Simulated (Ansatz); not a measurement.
# C: a failed or faulty run and its cure

System: C (Fmmm, 2 atoms in the cell).
Method of the first run: DFT, PBE, all-electron LAPW, scalar-relativistic (Ansatz 0.2.0).

The structure derives from an entry of the Crystallography Open Database. Text and figures count atoms from 1; the logs count them from 0 in places.

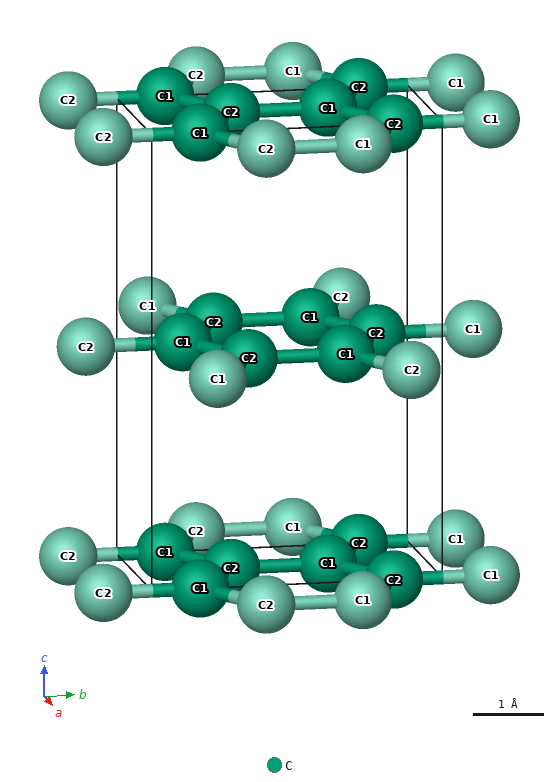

Fig. 1: The structure as given in the input (ball-and-stick view of the cell 4 times as large as that of the calculation, set on its symmetry axes, seen slightly off an axis; neighbours outside the cell are drawn fainter; atoms are numbered from 1 in the order of the input). Near neighbours in the crystal (not all of them lie inside the picture): C has 3 C at 1.42 Å.

The input, the first run:
```yaml
crystal:
  lattice:
    - [0.0, 2.127, 3.348]
    - [1.228, 0.0, 3.348]
    - [1.228, 2.127, 0.0]
  atoms:
    - { symbol: C, position: [0.16667, 0.83333, 0.16667] }
    - { symbol: C, position: [0.83333, 0.16667, 0.83333] }
kpoints:
  mp_grid: { grid: [25, 25, 25] }
scf:
  occupations: { method: fermi_dirac, width: 0.05 }
hamiltonian:
  xc: pbe
  pseudopotentials: { kind: all_electron, lapw: { basis_error: 0.00025 } }
output:
  forces: true
  stress: true
  eigenvalues: true
```

Hardware: 1 thread of an x86-64 CPU, shared host.

Output (the first run):
```
LAPW: plane waves up to 12.818 Å⁻¹, error target 2.5e-4 eV per atom; small_component_spin mean_spin; C in spheres of 0.709 Å, 6 of its electrons in bands, Dirac shells [] (how accurate: hamiltonian.pseudopotentials.lapw.basis_error, Limitations)
Engine: ansatz 0.2.0, x86_64-unknown-linux-gnu
Pseudopotentials: kind: all_electron
Pseudopotential: C, LAPW, valence charge 6, lapw/all_electron/scalar/gaussian/C, Koelling and Harmon's equation, gaussian nucleus
Functional definition: PBE
  parameter kappa = 0.804
  parameter beta = 0.06672455060314922
  exchange = pbe_x(kappa = kappa, mu = beta*pi^2/3)
  correlation = pbe_c(beta = beta)
Error: memory limit exceeded: the `scf loop` phase needs 3.59 GiB against the run's memory maximum of 2.00 GiB; largest carriers: full-potential basis 2.49 GiB, full-potential states 0.40 GiB, wavefunctions 0.28 GiB, unmodelled-tail allowance 0.28 GiB, plane-wave basis 0.09 GiB; a smaller basis.ecutwfc or, where none is typed, a larger hamiltonian.pseudopotentials.lapw.basis_error lowers the `full-potential` rows, and so do fewer k-points and bands; a spill directory would not be enough: with 2197 of 2197 wavefunction blocks spilled the largest phase would still need 3.31 GiB
with nothing else changed it takes a maximum of at least 3.59 GiB, with nothing to spare, and 3.95 GiB leaves up to a tenth: --max-ram 3.95GiB where that set the maximum, else more of the term that did, and with no share typed, where 3.95 GiB is over 0.88 of the host's memory or its container's limit, a share of 0.88 or more that holds the maximum too (--max-ram-frac F), where one does; The budget is ten elevenths of this run's memory maximum, which was set by `override`, `--max-ram`. Only more of that lifts it, as far as the next of its terms, where there is one: `probe`, the memory found free on the host or within its container's limit (plus what this process already holds); `hard-limit-fraction`, `--max-ram-frac`'s share of the host's memory or its container's limit, at most the whole. Or run on fewer --threads (every phase holds memory for each worker), or reduce the deck (k-points, bands, cutoff, basis.xc_grid; a resume cannot: its deck is fixed); --dry-run prints the memory plan (there is none under scf.eigensolver.kind: dense, nor of a phonons: deck that is refused for the q-mesh of its integrals; under relax.cell it leaves out what runs after the relaxation; the manual's page Python interface lists what else it leaves out, under The engine at run.memory_plan())
```

> What should be changed in this input?

The program refused the input: “memory limit exceeded: the `scf loop` phase needs 3.59 GiB against the run's memory maximum of 2.00 GiB; largest carriers: full-potential basis 2.49 GiB, full-potential states 0.40 GiB, wavefunctions 0.28 GiB, unmodelled-tail allowance 0.28 GiB, plane-wave basis 0.09 GiB …”

A run of the same system that converges differs from this input as follows (lines with − go, lines with + come):
```diff
-  mp_grid: { grid: [25, 25, 25] }
+  mp_grid: { grid: [5, 5, 5] }
```

Output, shortened to warnings, some set-up lines, iterations and results (the second run):
```
Basis set: ecut = 626.0174347076523 eV, 605 PW (Γ), FFT grids on a1−a2−a3, a2, a3, exchange–correlation at level 2
Symmetry: 8 space group operations
k-points: 27 of 125
Initial density: superposition of atomic densities (chi_scale 0.1, normalization cell)
[...]
SCF iter   1: F=—  HF=-2074.870674 eV  |F-HF|=—  |Δ(HF+E_count)|=         —  Δρ=1.28e-1  dr2=2.53e0  ethr=2.10e-2  ⟨swp⟩=2.0  Hψ=1933  notcnv=0
SCF iter   2: F=—  HF=-2073.763924 eV  |F-HF|=—  |Δ(HF+E_count)|=    1.11e0  Δρ=4.49e-2  dr2=2.26e-1  ethr=1.89e-3  ⟨swp⟩=2.0  Hψ=1441  notcnv=0
SCF iter   3: F=—  HF=-2073.684484 eV  |F-HF|=—  |Δ(HF+E_count)|=   7.94e-2  Δρ=7.54e-3  dr2=3.12e-3  ethr=1.88e-3  ⟨swp⟩=3.0  Hψ=878  notcnv=0
SCF iter   4: F=—  HF=-2073.684848 eV  |F-HF|=—  |Δ(HF+E_count)|=         —  Δρ=2.68e-4  dr2=1.16e-5  ethr=2.60e-5  ⟨swp⟩=2.0  Hψ=639  notcnv=0
SCF iter   5: F=—  HF=-2073.684852 eV  |F-HF|=—  |Δ(HF+E_count)|=   4.17e-6  Δρ=7.02e-5  dr2=2.84e-7  ethr=9.69e-8  ⟨swp⟩=3.0  Hψ=703  notcnv=0
SCF iter   6: F=-2073.684853 eV  HF=-2073.684853 eV  |F-HF|=2.20e-9  |Δ(HF+E_count)|=   5.63e-7  Δρ=5.36e-6  dr2=2.05e-9  ethr=2.37e-9  ⟨swp⟩=3.0  Hψ=667  notcnv=0
SCF 1 converged in 6 iterations: F = -2073.684853 eV  dr2 = 2.05e-9
SCF converged after 6 iterations
Free energy (F): -2073.684853 eV
Harris-Foulkes:  -2073.684853 eV  (|F-HF|=2.20e-9)
Internal energy: -2073.684853 eV  (E = F + TS)
E sigma→0 (E₀):  -2073.684853 eV
Fermi energy:    7.321475 eV
--- Per-component energies (eV) ---
  E_band       = -1049.120867
  E_kinetic    = 2067.884054
  E_xc         = -294.553547
  E_electrostatic = -3847.015361  (all electrons and nuclei)
  E_smearing   = -0.000000  (= −TS)
  E_closure    = 0.000000  (closes the sum)
  E_atoms      = -2055.265647  (free atoms, spherical and without spin; not in F)
  Σ components = -2073.684853   (vs F -2073.684853, Δ=0.00e0)
  Basis errors (estimates in eV, not in F): energy 1.7e-4 per atom: plane waves 1.6e-4 (1.0e-4 summed), levels above the bands 8.1e-112, relativity 1.0e-8, radial functions 4.3e-6, core shells 0.0e0; eigenvalues (radial functions only) 5.3e-7; not estimated: angular momenta, meshes, grids; target …
--- Forces (eV/Å), atoms counted from 1 ---
  atom   1  C      0.00000000     0.06890684     0.00000000
  atom   2  C      0.00000000    -0.06890684     0.00000000
  max |Σ_I F_I| component: 0.00e0 eV/Å
--- Stress (GPa, compression-positive) ---
        5.009266       0.000000       0.000000
        0.000000       5.423370       0.000000
        0.000000       0.000000       3.529325
  P = ⅓ Tr σ = 4.6540 GPa (46.540 kbar)
```

The two runs side by side:

```csv
quantity,the first run,the second run
outcome,refused,converged
free energy per atom (eV),–,−1036.8424
pressure (GPa),–,4.65
volume per atom (Å³),–,8.74
largest force (eV/Å),–,0.069
SCF iterations,–,6
irreducible k-points,–,27
plane waves at Γ,–,605
```

Notes on the second run: The k-point mesh is coarse for a cell of this size, so the results may not be converged.
